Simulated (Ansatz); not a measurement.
System: HfSi31 (cell with a defect).

Input

```
crystal:
  lattice:
    - [-5.4338340904, -5.4338340904, -5.4338340904]
    - [5.4338340904, 5.4338340904, -5.4338340904]
    - [5.4338340904, -5.4338340904, 5.4338340904]
  atoms:
    - { symbol: Hf, position: [0.5, 0.75, 0.5] }
    - { symbol: Si, position: [0.5, 0.5, 0.75] }
    - { symbol: Si, position: [0.25, 0.75, 0.75] }
    - { symbol: Si, position: [0.5, 0.25, 0.0] }
    - { symbol: Si, position: [0.25, 0.5, 0.0] }
    - { symbol: Si, position: [0.0, 0.75, 0.0] }
    - { symbol: Si, position: [0.5, 0.0, 0.25] }
    - { symbol: Si, position: [0.25, 0.25, 0.25] }
    - { symbol: Si, position: [0.0, 0.5, 0.25] }
    - { symbol: Si, position: [0.75, 0.75, 0.25] }
    - { symbol: Si, position: [0.25, 0.0, 0.5] }
    - { symbol: Si, position: [0.0, 0.25, 0.5] }
    - { symbol: Si, position: [0.75, 0.5, 0.5] }
    - { symbol: Si, position: [0.0, 0.0, 0.75] }
    - { symbol: Si, position: [0.75, 0.25, 0.75] }
    - { symbol: Si, position: [0.75, 0.0, 0.0] }
    - { symbol: Si, position: [0.75, 0.75, 0.5] }
    - { symbol: Si, position: [0.75, 0.5, 0.75] }
    - { symbol: Si, position: [0.5, 0.75, 0.75] }
    - { symbol: Si, position: [0.75, 0.25, 0.0] }
    - { symbol: Si, position: [0.5, 0.5, 0.0] }
    - { symbol: Si, position: [0.25, 0.75, 0.0] }
    - { symbol: Si, position: [0.75, 0.0, 0.25] }
    - { symbol: Si, position: [0.5, 0.25, 0.25] }
    - { symbol: Si, position: [0.25, 0.5, 0.25] }
    - { symbol: Si, position: [0.0, 0.75, 0.25] }
    - { symbol: Si, position: [0.5, 0.0, 0.5] }
    - { symbol: Si, position: [0.25, 0.25, 0.5] }
    - { symbol: Si, position: [0.0, 0.5, 0.5] }
    - { symbol: Si, position: [0.25, 0.0, 0.75] }
    - { symbol: Si, position: [0.0, 0.25, 0.75] }
    - { symbol: Si, position: [0.0, 0.0, 0.0] }
  host:
    lattice:
      - [0.0, 2.7169170452, 2.7169170452]
      - [2.7169170452, 0.0, 2.7169170452]
      - [2.7169170452, 2.7169170452, 0.0]
    atoms:
      - { symbol: Si, position: [0.25, 0.25, 0.25] }
      - { symbol: Si, position: [0.0, 0.0, 0.0] }
basis:
  ecutwfc: 420
  xc_grid: 2
kpoints:
  mp_grid: { grid: [2, 2, 2], shift: [0.5, 0.5, 0.5] }
hamiltonian:
  xc: pbesol
scf:
  occupations: { method: gaussian, width: 0.02 }
output:
  forces: true
  stress: false
  eigenvalues: true
  charged_corrections: { defect_position: [0.5, 0.75, 0.5] }
  write_density: true
  write_potential: true
  elf: true
  volumetric_format: npy
relax:
  adjacent_minimum: "off"
  f_tol: 0.03
  max_steps: 40
```

Launched as:

```sh
ansatz run input.yaml --threads 8 --pin off --max-ram 16384MiB --backend cpu --events-out ev --progress --plain --runs-dir out
```

The fields are those of the run's last geometry, not of the input's.

All numbers below come from Ansatz, DFT PBEsol, scalar-relativistic, plane waves, PAW.

Question: What can the converged valence pseudo-density and electron localisation function tell about the bonding?

Answer: Si–Si (2.33 Å): the density is about 0.58 e/Å³ at the midpoint; the ELF peaks at about 0.95 between the atoms, as expected for localised, covalent bonding.
Hf–Si (2.57 Å): ρ is about 0.52 e/Å³ halfway; the ELF peaks at about 0.95 in the valence shell of Si, 0.9 Å from its nucleus, and is about 0.70 at the midpoint.

Question: Does the calculation give a band gap?

Answer: It is gapped, with a Kohn–Sham gap of 0.84 eV on the k-point mesh, an upper bound to the gap of this method.

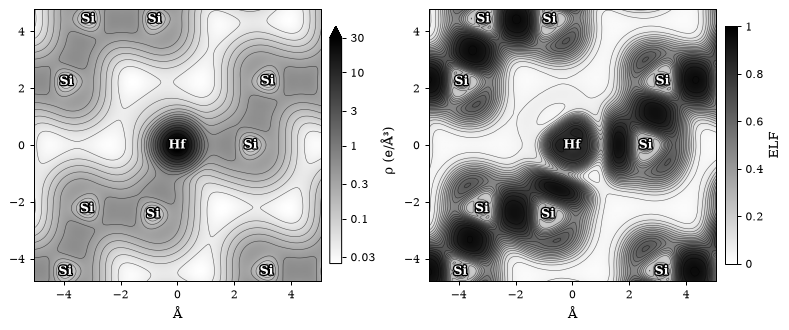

Computed valence pseudo-density and electron localisation function on the (011̄) plane of the calculation cell, in this order. 

Core electrons are frozen (PAW), and the valence fields are smoothed inside the atomic spheres.
